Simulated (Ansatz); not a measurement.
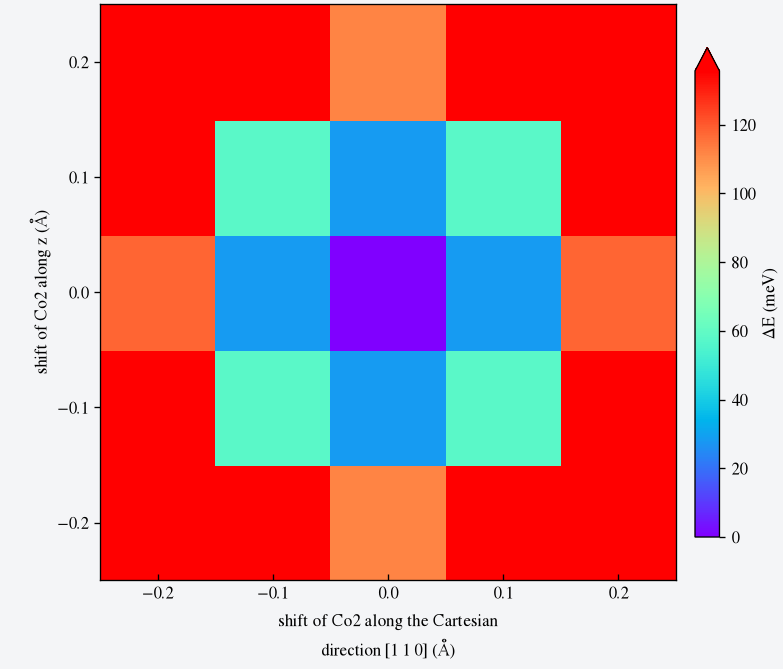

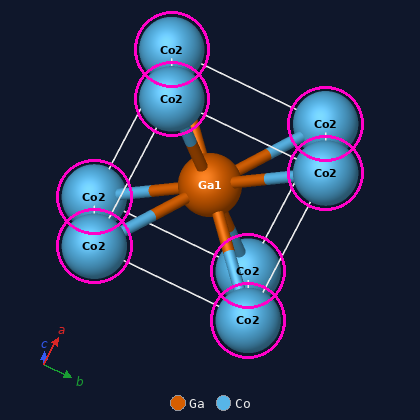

Energy landscape of GaCo (Pm-3m, No. 221; 2 atoms in the cell). 
- Atom Co2 is moved over a plane while all other atoms and the cell stay fixed (its periodic images move with it) (x, y and z along the cube axes).
- The first coordinate is: shift of Co2 along the Cartesian direction [1 1 0]; the second: shift of Co2 along z.
- Grid: 5 × 5 points; 9 points were computed and 16 follow by symmetry.
- Points are written as (first, second).
- Energies: meV per cell, counted from the lowest grid point.
- The runs have no spin polarisation; a magnetic state may lie lower. The reference cell is the one listed in the database, not relaxed at this level.
- The calculation used DFT PBEsol, scalar-relativistic, plane waves, PAW (Ansatz 0.2.0). Settings: cutoff 420 eV, k-mesh 16×16×16, gaussian smearing 0.15 eV, no spin polarisation.

In the figure: one coloured cell a grid point, one colour for all values above the top of the scale. The second picture is the structure at the lowest point

Where are the wells?

The lowest grid point is at (0.0 Å, 0.0 Å). It is the only kind of minimum in the scanned range. The highest grid point, (−0.2 Å, −0.2 Å), lies 254 meV above the lowest. Near the minimum the well is nearly round, with a curvature of about 5.6 eV/Å².

The values on the grid:

| second ↓, first → | −0.2 | −0.1 | 0.0 | 0.1 | 0.2 |
| --- | --- | --- | --- | --- | --- |
| 0.2 | 254 | 146 | 112 | 146 | 254 |
| 0.1 | 152 | 58 | 28 | 58 | 152 |
| 0.0 | 118 | 28 | 0 | 28 | 118 |
| −0.1 | 152 | 58 | 28 | 58 | 152 |
| −0.2 | 254 | 146 | 112 | 146 | 254 |
